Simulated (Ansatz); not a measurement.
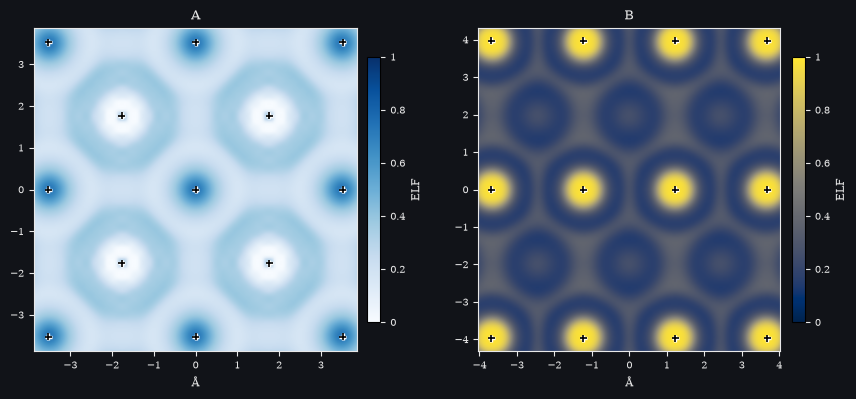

The ELF of 2 systems, each on a plane through atoms (crosses mark nuclei in the plane).

These are results of DFT PBEsol, scalar-relativistic, plane waves, PAW (Ansatz), not measurements.

System 1: Co, the (100) plane of the conventional cell. Space group P6₃/mmc; spin-polarised.

```xyz
2
Lattice="2.4564 0.0000 0.0000 -1.2282 2.1273 0.0000 0.0000 0.0000 3.9694" Properties=species:S:1:pos:R:3 pbc="T T T"
Co    0.0000    1.4182    0.9924
Co    1.2282    0.7091    2.9771
```

System 2: Ni₃Ge, the (100) plane of the conventional cell. Space group Pm-3m; a structure from a database of computed crystals, not necessarily the ambient phase; computed without spin polarisation.

```yaml
crystal:
  lattice:
    - [3.52491, 0.00000, 0.00000]
    - [0.00000, 3.52491, 0.00000]
    - [0.00000, 0.00000, 3.52491]
  atoms:
    - { symbol: Ni, position: [0.50000, 0.00000, 0.50000] }
    - { symbol: Ni, position: [0.00000, 0.50000, 0.50000] }
    - { symbol: Ni, position: [0.50000, 0.50000, 0.00000] }
    - { symbol: Ge, position: [0.00000, 0.00000, 0.00000] }
```

### Match each panel to its system.

Panel A is system 2, Ni₃Ge: the plane holds Ni and Ge. Ni–Ge (2.49 Å): the ELF is about 0.35 at the midpoint. Panel B is system 1, Co: the plane holds Co. Co–Co (2.46 Å): the ELF is about 0.25 at the midpoint: no localised pair shows between them.
